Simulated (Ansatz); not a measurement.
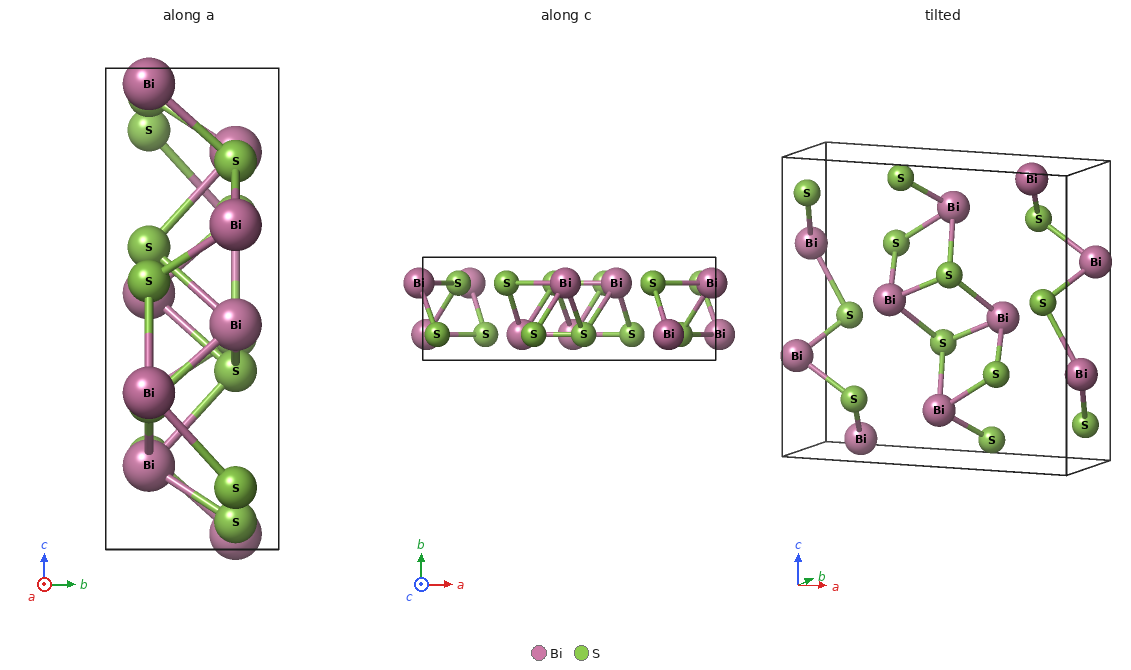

The image is a ball-and-stick drawing of a crystal, viewed along the a axis, along the c axis and slightly off an axis. The frame is the conventional unit cell; atoms at its boundary are shown with their periodic copies.

It has the composition Bi2S3. Space group: Pnma (No. 62). Lattice: primitive orthorhombic. Content of the cell: 8 Bi, 12 S (Z = 4). Counting contacts within bonding distance, the coordination numbers are Bi 5 to 6 (mean 5.5) and S 3 to 5 (mean 3.7).

It derives from a structure listed in the Materials Project. Earlier steps of the study may have refined or changed the cell and positions. Ansatz was used for an electronic-structure calculation on it.
